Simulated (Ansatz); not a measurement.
## Energy of Ni along a strain of the cell

System: Ni (Fmmm, 1 atom in the cell).
Method: DFT PBE, scalar-relativistic, plane waves, PAW, spin-polarised (Ansatz 0.2.0).

The 6 runs differ only in the geometry, by a strain of the cell at fixed fractional positions. Against run 3, the strain is εxx = −0.48 η, εyy = −0.45 η and εzz = η. The structure derives from an entry of the Crystallography Open Database.

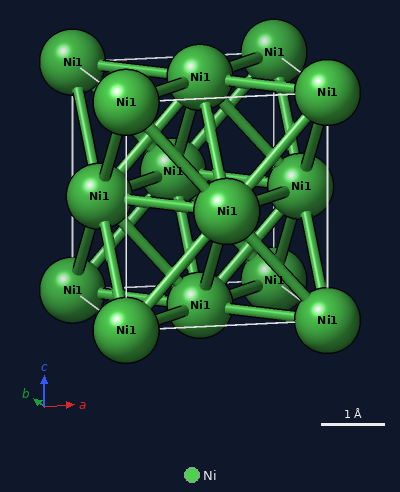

Figure 1. The structure of run 3 (ball-and-stick view of the cell 4 times as large as that of the calculation, set on its symmetry axes, seen slightly off an axis; atoms are numbered from 1 in the order of the input).

## Input of run 3
```yaml
crystal:
  lattice:
    - [0.0, 1.8675800085, 1.6710944787]
    - [1.7384659719, 0.0, 1.6710944787]
    - [1.7384659719, 1.8675800085, 0.0]
  atoms:
    - { symbol: Ni, position: [0.0, 0.0, 0.0], spin: 0.75 }
basis:
  ecutwfc: 520.0
kpoints:
  mp_grid: { grid: [22, 22, 22] }
hamiltonian:
  xc: pbe
scf:
  occupations: { method: gaussian, width: 0.15 }
output:
  forces: true
  stress: true
  eigenvalues: true
  populations: true
magnetization:
  spin_polarized: true
```

Command:
```bash
ansatz run input.yaml --threads 1 --pin off --max-ram 2048MiB --backend cpu --events-out ev --progress --plain --runs-dir out
```

Lattice vectors (Å) and fractional positions of run 3:
```
   0.000000    1.867580    1.671094
   1.738466    0.000000    1.671094
   1.738466    1.867580    0.000000
Ni  0.000000  0.000000  0.000000
```

Run 2 differs from it as follows:
```diff
-    - [0.0, 1.8675800085, 1.6710944787]
-    - [1.7384659719, 0.0, 1.6710944787]
-    - [1.7384659719, 1.8675800085, 0.0]
+    - [0.0, 1.911556179, 1.5831421377]
+    - [1.7824421424, 0.0, 1.5831421377]
+    - [1.7824421424, 1.911556179, 0.0]
```

## Results, with one run withheld

```csv
run,strain parameter η (%),"free energy per atom, from the lowest run given (meV)",pressure (GPa)
1,−10.5263,93.40,6.27
2,−5.2632,?,?
3,0.0000,17.10,1.51
4,5.2632,0.00,0.72
5,10.5263,13.10,1.39
6,21.0526,161.83,8.33
```

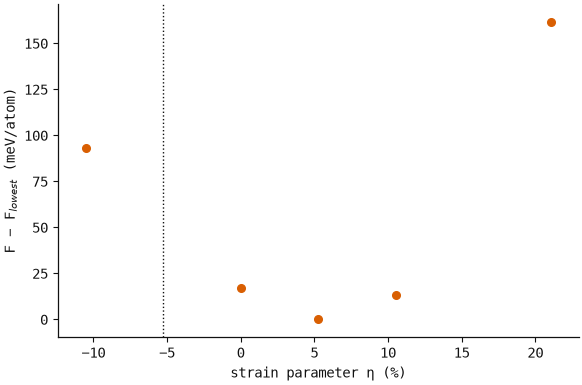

Figure 2. Free energy per atom of the runs given; the dotted line marks run 2.

What should run 2 give?

A cubic polynomial in the coordinate, fitted to the 5 runs given, misses them by at most 0.63 meV per atom. With x = η − 5.2632, it reads F = 0.63122 − 0.69832 x + 0.50951 x² + 0.011493 x³ (meV per atom). At run 2 it gives 51.03 meV per atom, and the run itself gives 52.79. The fit has its minimum at η = 5.9333 %. So low a polynomial doesn't follow these energies more closely.

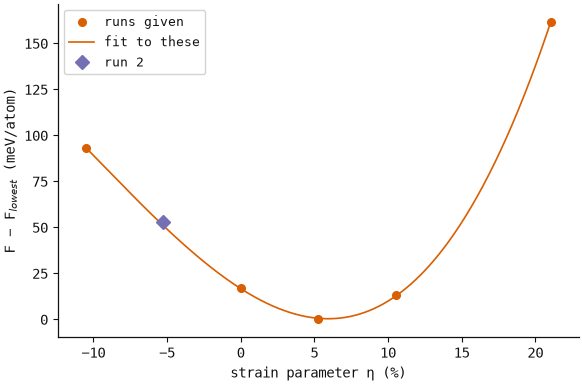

Figure 3. The fit and the withheld run.

## Output, shortened to warnings, some set-up lines, iterations and results (run 2)
```
Basis set: ecut = 520 eV, 289 PW (Γ), exchange–correlation on 40×36×40 points (8 copies of the dense FFT grid, shifted against one another)
Symmetry: 8 space group operations
k-points: 1530 of 10648
Initial density: superposition of atomic densities (chi_scale 0.1, normalization cell)
[...]
SCF iter   1: F=—  HF=-5838.887807 eV  |F-HF|=—  |Δ(HF+E_count)|=         —  Δρ=8.13e-2 (↑1.99e-2 ↓8.13e-2)  dr2=6.56e-1  dr2_m=9.91e-2  M=0.809 μB ∫|m|=0.858 μB  β_m=0.30  …
SCF iter   2: F=—  HF=-5838.772071 eV  |F-HF|=—  |Δ(HF+E_count)|=   1.16e-1  Δρ=4.74e-2 (↑4.74e-2 ↓2.90e-2)  dr2=2.85e-1  dr2_m=1.21e-2  M=0.722 μB ∫|m|=0.777 μB  β_m=0.25  …
SCF iter   3: F=—  HF=-5838.974599 eV  |F-HF|=—  |Δ(HF+E_count)|=   2.03e-1  Δρ=2.22e-2 (↑2.22e-2 ↓1.00e-2)  dr2=2.86e-2  dr2_m=1.10e-2  M=0.727 μB ∫|m|=0.785 μB  β_m=0.62  …
SCF iter   4: F=—  HF=-5839.585622 eV  |F-HF|=—  |Δ(HF+E_count)|=   6.11e-1  Δρ=2.65e-2 (↑1.29e-2 ↓2.65e-2)  dr2=9.36e-2  dr2_m=6.04e-3  M=0.646 μB ∫|m|=0.721 μB  β_m=0.81  …
SCF iter   5: F=—  HF=-5839.664602 eV  |F-HF|=—  |Δ(HF+E_count)|=   7.90e-2  Δρ=1.42e-2 (↑7.23e-3 ↓1.42e-2)  dr2=2.76e-2  dr2_m=1.49e-3  M=0.618 μB ∫|m|=0.697 μB  β_m=0.90  …
SCF iter   6: F=—  HF=-5839.668523 eV  |F-HF|=—  |Δ(HF+E_count)|=   3.92e-3  Δρ=1.04e-3 (↑2.84e-4 ↓1.04e-3)  dr2=9.20e-5  dr2_m=2.11e-5  M=0.609 μB ∫|m|=0.690 μB  β_m=0.95  …
SCF iter   7: F=—  HF=-5839.668538 eV  |F-HF|=—  |Δ(HF+E_count)|=   1.45e-5  Δρ=8.40e-5 (↑8.16e-5 ↓8.40e-5)  dr2=1.01e-6  dr2_m=1.00e-7  M=0.608 μB ∫|m|=0.689 μB  β_m=0.97  …
SCF iter   8: F=—  HF=-5839.668538 eV  |F-HF|=—  |Δ(HF+E_count)|=   1.97e-7  Δρ=7.68e-5 (↑4.24e-5 ↓7.68e-5)  dr2=8.83e-7  dr2_m=3.87e-8  M=0.608 μB ∫|m|=0.689 μB  β_m=0.96  …
SCF iter   9: F=—  HF=-5839.668538 eV  |F-HF|=—  |Δ(HF+E_count)|=   4.98e-8  Δρ=7.34e-6 (↑3.81e-6 ↓7.34e-6)  dr2=7.96e-9  dr2_m=5.36e-10  M=0.608 μB ∫|m|=0.689 μB  β_m=0.98  …
SCF iter  10: F=-5839.668538 eV  HF=-5839.668538 eV  |F-HF|=1.75e-9  |Δ(HF+E_count)|=  4.01e-10  Δρ=3.97e-6 (↑2.04e-6 ↓3.97e-6)  dr2=2.15e-9  dr2_m=1.17e-10  M=0.608 μB …
SCF 1 converged in 10 iterations: F = -5839.668538 eV  dr2 = 2.15e-9
SCF converged after 10 iterations
Magnetization: 0.6084 μB (9.3042 up, 8.6958 down)
Absolute magnetization: 0.6898 μB (∫|ρ↑−ρ↓|, with the PAW one-centre terms)
Spin contamination: 0.0064 ħ² per cell (⟨S²⟩ above its minimum at these occupations)
Per-site moments (μB) at R_I (Å): [(0.646062807170506, 0.983398530914484)]
Free energy (F): -5839.668538 eV
Harris-Foulkes:  -5839.668538 eV  (|F-HF|=1.75e-9)
Internal energy: -5839.648046 eV  (E = F + TS)
E sigma→0 (E₀):  -5839.658292 eV
Entropy (-TS):   -0.020492 eV (-20.492 meV/atom)
Fermi energy:    18.330837 eV
--- Per-component energies (eV) ---
  E_band       = -280.740213
  E_kinetic    = 282.402684
  E_local      = -3426.492211  (includes V_loc(G=0)·N_el)
  E_nonlocal   = 636.487188
  E_hartree    = 1431.337639
  E_xc         = -84.849588
  E_vxc        = -109.418337  (∫ρ·V_xc dr)
  E_paw        = -1630.332406  (= ΣΔE_a)
  E_vpaw       = -526.391522  (= ΣTr[D̂ρ^β])
  E_aug_tail   = 0.000232  (compensation charges beyond the density's cutoff)
  E_ewald      = -3048.201584
  E_smearing   = -0.020492  (= −TS)
  E_closure    = 0.000000  (closes the sum)
  Σ components = -5839.668538   (vs F -5839.668538, Δ=0.00e0)
--- Forces (eV/Å), atoms counted from 1 ---
  atom   1  Ni     0.00000000     0.00000000     0.00000000
  max |Σ_I F_I| component: 2.47e-32 eV/Å
--- Stress (GPa, compression-positive) ---
        7.313389       0.000000       0.000000
        0.000000      -7.774932       0.000000
        0.000000       0.000000      10.884261
  P = ⅓ Tr σ = 3.4742 GPa (34.742 kbar)
--- Löwdin populations: 1 site ---
  site symbol       q [e]    m [muB]
     0     Ni     17.7786     0.6365
  spilling = 0.012302 (of n_electrons = 18.000000)
```
